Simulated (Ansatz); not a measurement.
System: Co.

Input file:

```
crystal:
  lattice:
    - [2.5045299482, 0.0, 0.0]
    - [-1.2522649741, 2.1689865596, 0.0]
    - [0.0, 0.0, 4.0740599388]
  atoms:
    - { symbol: Co, position: [0.6666666667, 0.3333333333, 0.75], spin: 2.0 }
    - { symbol: Co, position: [0.3333333333, 0.6666666667, 0.25], spin: 2.0 }
hamiltonian:
  xc: pbe
  pseudopotentials: { kind: paw }
magnetization:
  spin_polarized: true
kpoints:
  mp_grid: { grid: [12, 12, 7] }
scf:
  occupations: { method: fermi_dirac, width: 0.05 }
output:
  forces: true
  stress: true
  eigenvalues: true
  write_density: true
  write_potential: true
  elf: true
  volumetric_format: npy
```

Launched as:

```sh
ansatz run input.yaml --threads 2 --pin off --max-ram 5632MiB --backend cpu --events-out ev --progress --plain --runs-dir out
```

Below, planes, directions and counts refer to the conventional cell (a = 2.50 Å, b = 2.50 Å, c = 4.07 Å, α = 90.00°, β = 90.00°, γ = 120.00°).

Space group P6₃/mmc; a structure from a database of computed crystals, not necessarily the ambient phase; computed pressure about −4 GPa in this cell; spin-polarised.

Method: Ansatz, Kohn-Sham DFT of a periodic cell, PBE, Ansatz PAW.

### Predict the valence pseudo-density, electron localisation function and spin density between the atoms.

Co–Co (2.50 Å): ρ is about 0.35 e/Å³ halfway; the ELF is about 0.25 at the midpoint: no localised pair shows between them.
The spin density sits on Co: +1.7 μB (×2) in one cell of 2 atoms: parallel main moments (a ferromagnetic arrangement) in this solution. The cell of the calculation (2 atoms) carries 3.3 μB of net spin moment.

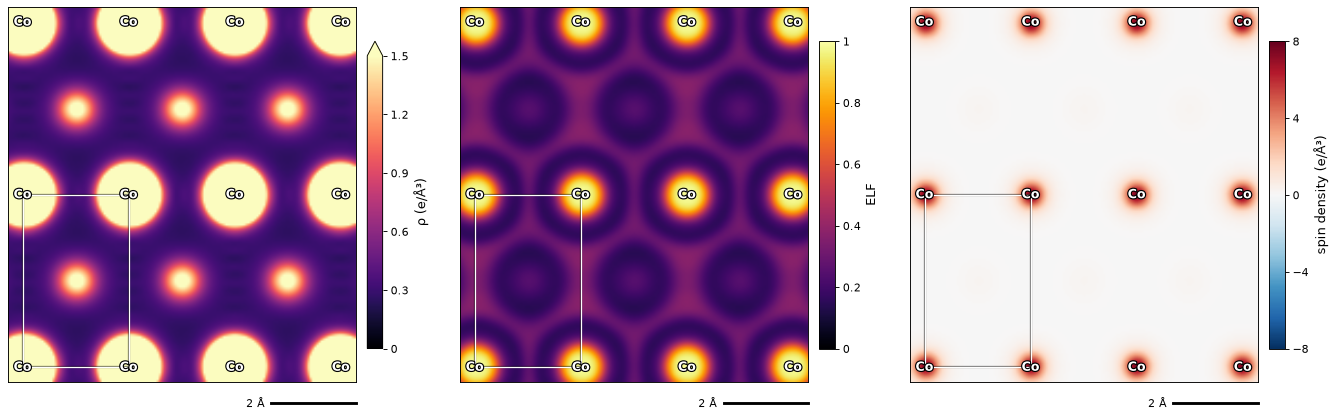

Computed valence pseudo-density, electron localisation function and spin density on the (100) plane of the conventional cell, in this order. Atoms just off the plane (Co, 0.7 Å away) can leave unmarked features too.

The density is the valence pseudo-density of a PAW calculation; it isn't the true density close to the nuclei.
